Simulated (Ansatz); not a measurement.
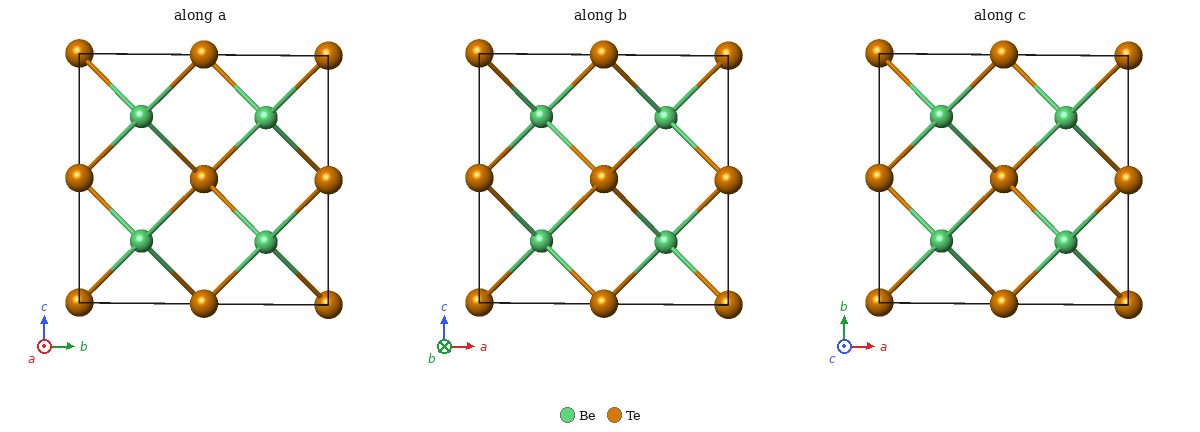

The crystal in a ball-and-stick representation, seen along the a axis, along the b axis and along the c axis. Lines trace the edges of the drawn cell (a repeat of the simulation cell).

Lattice parameters: a = 5.688 Å, b = 5.688 Å, c = 5.688 Å, α = 90.52°, β = 90.52°, γ = 90.52°. Put a along x and b in the xy plane.

Question: Express the structure as a POSCAR file, with free fractional coordinates to two decimals.

Answer:
```
Be Te
1.0
     5.688    0.000    0.000
    -0.052    5.688    0.000
    -0.052   -0.052    5.688
Be Te
4 4
Direct
  0.25 0.25 0.25
  0.75 0.75 0.25
  0.75 0.25 0.75
  0.25 0.75 0.75
  0.50 0.00 0.00
  0.00 0.50 0.00
  0.00 0.00 0.50
  0.50 0.50 0.50
```

Provenance: a structure type filled with these elements by a generator (whether the compound takes this form wasn't checked). The cell was then strained or its atoms displaced on purpose. A calculation with Ansatz used it as input.
